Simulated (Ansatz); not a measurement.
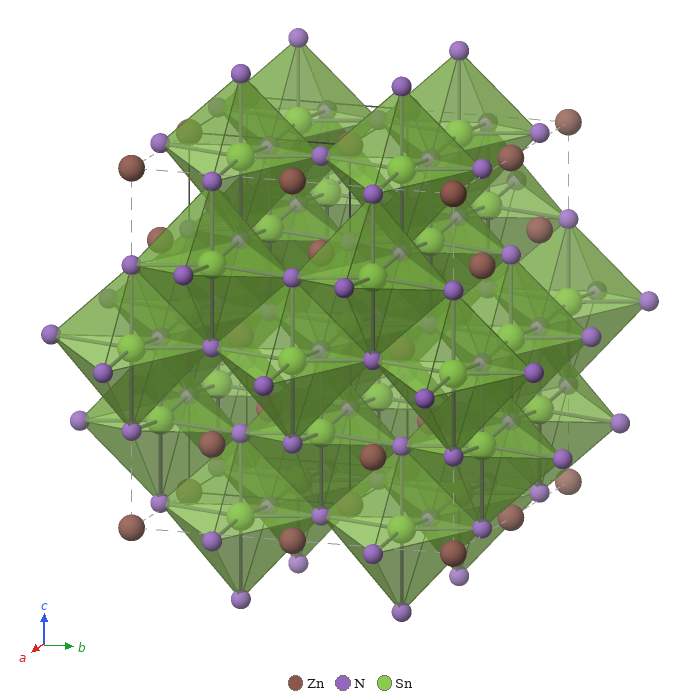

Polyhedra are drawn about Sn (bonds: N–Sn below 2.5 Å); other atoms are plain spheres.

ZnSnN₂ (space group I4_1/amd, No. 141). Coordinates: the geometry relaxed with DFT, PBE, plane waves, PAW (Ansatz); the starting structure was generated, so it need not be a known form of this composition.

Sharing among the drawn polyhedra:

```tsv
site	polyhedron	corner-sharing neighbours	edge-sharing	face-sharing	bond (Å)
Sn	SnN6 octahedron	4	4	0	2.20–2.22
```

They form a three-dimensional framework of corner- and edge-sharing octahedra.
